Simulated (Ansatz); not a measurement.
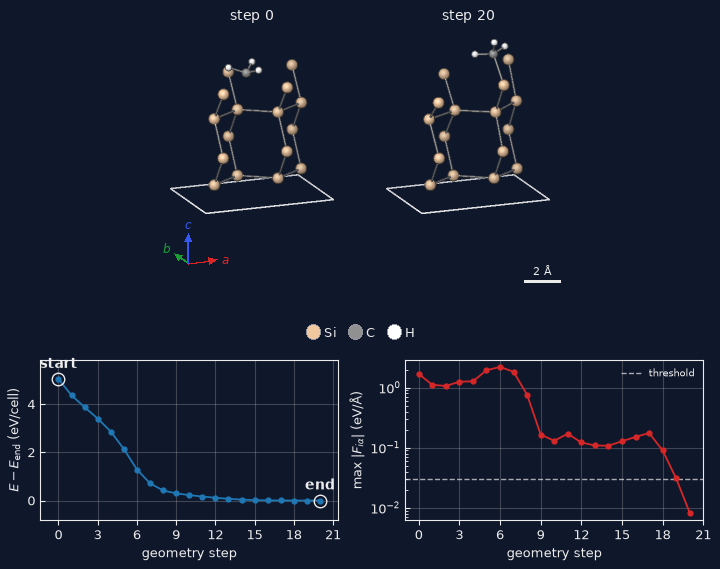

First and last geometry of a constrained relaxation of a slab of composition Si16H3C (cut from the Fd-3m phase), with the history of the run. Style: ball-and-stick. Shown: the cell of the calculation, outlined in the plane, without the vacuum (origin shifted), slightly off an axis.

Case: CH3 put at a hollow Si-Si-Si site. The slab is the (1 1 0) face of Si with CH3 on it. 8 atoms are held fixed.

Computed with DFT PBE+D3(BJ), scalar-relativistic, plane waves, PAW in Ansatz 0.2.0. (plane-wave cutoff 420 eV; k-point mesh 4 × 6 × 1; occupations gaussian; smearing width 0.05 eV; collinear spin; dipole correction; atoms relaxed in a fixed cell; force threshold 0.03 eV/Å; at most 70 steps)

### What do the curves and the structures tell?

It converged. An H atom moves most: 2.24 Å at 68° to the normal (+c side). Largest moves by element: H 2.24 Å, C 2.04 Å, Si 0.52 Å. The lattice vectors keep their values. Some distances before and after: C–Si 2.462 → 4.576 Å, H–Si 1.926 → 2.493 Å, C–Si 2.462 → 1.895 Å, Si–Si 2.293 → 2.379 Å. New bonds form, among them: C–Si (2.46 → 1.89 Å). Among the angles between lasting bonds that change: Si–Si–Si 109.9° → 84.7°, Si–Si–Si 109.9° → 131.3°, Si–Si–Si 106.2° → 121.4°. After 20 geometry steps the energy has fallen by 5.043 eV per cell of the calculation. Largest force component: 1.7 eV/Å at the start, 0.0083 eV/Å at the end. The program noted that the starting moments weren't kept. The run may lie on a higher electronic state than the lowest, so the end point isn't shown to be the ground-state structure. The run took 38 min on 4 threads of Arm Neoverse V2 (shared host), peak memory 2.5 GiB.

Limits of the set-up: the periodic images lie only 5.4 Å apart, so the values are limited by the cell's size.
